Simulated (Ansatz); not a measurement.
System: Mg, space group Im-3m (No. 229) (one of a set of cubic test structures, which need not be the stable phase).

Input of one of the runs behind the figure:
```
crystal:
  lattice:
    - [-1.789734779635, 1.789734779635, 1.789734779635]
    - [1.789734779635, -1.789734779635, 1.789734779635]
    - [1.789734779635, 1.789734779635, -1.789734779635]
  atoms:
    - { symbol: Mg, position: [0, 0, 0] }
kpoints:
  mp_grid: { grid: [43, 43, 43] }
hamiltonian:
  xc: pbe
  pseudopotentials: { kind: paw }
scf:
  occupations: { method: fermi_dirac, width: 0.061225619053 }
output:
  forces: true
  stress: true
```

Run as:
```bash
ansatz run input.yaml --threads 2
```

Calculation (Ansatz 0.2.0 development build): equation of state of a cubic crystal from periodic Kohn-Sham density functional theory without spin, third-order Birch-Murnaghan fit to the free energies; pressure corrected for the finite basis. Level: PBE.

- structure type: bcc
- atoms in cell: 1
- space group number: 229
- lattice centring: body-centred primitive
- k mesh: 43×43×43
- occupation method: Fermi–Dirac
- occupation width: 0.06123 eV
- wave cutoff: 420 eV
- datasets: soft-1 PAW
- density tolerance: 1e−07 eV
- bands: 9
- density cutoff ratio: 4
- search for lower states: default

Predict the energy above the lowest point and pressure against volume. The volume takes the values 21.56, 22.01, 22.47, 22.93, 23.39, 23.85, 24.31 Å³/atom.

A third-order Birch–Murnaghan fit gives V0 = 22.92 Å³/atom, B0 = 35.1 GPa and B′ = 4.1. The energy above the lowest point is 9.924 meV/atom at volume 21.56 Å³/atom and 8.282 meV/atom at 24.31 Å³/atom; the lowest computed point is at volume 22.93 Å³/atom (0.000 meV/atom), in a single well. The pressure falls from 2.448 GPa at volume 21.56 Å³/atom to −1.825 GPa at 24.31 Å³/atom, and changes sign near 22.93 Å³/atom.

| volume (Å³/atom) | energy above the lowest point (meV/atom) | pressure (GPa) |
| --- | --- | --- |
| 21.56 | 9.924 | 2.448 |
| 22.01 | 4.235 | 1.543 |
| 22.47 | 1.006 | 0.730 |
| 22.93 | 0.000 | −0.010 |
| 23.39 | 1.004 | −0.680 |
| 23.85 | 3.824 | −1.281 |
| 24.31 | 8.282 | −1.825 |

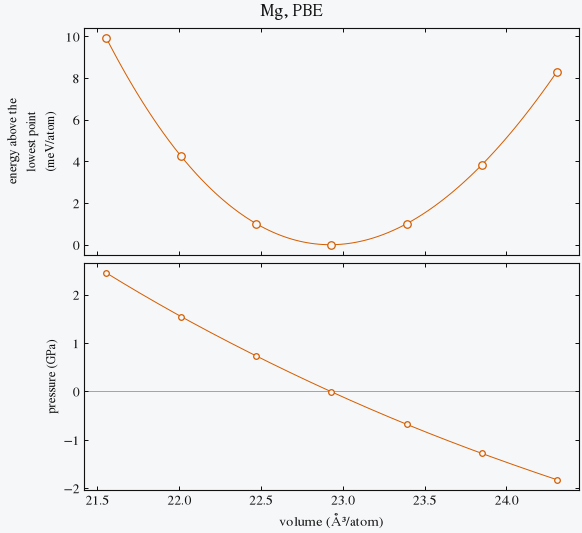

Caveats: cubic model structure, not the ambient form.
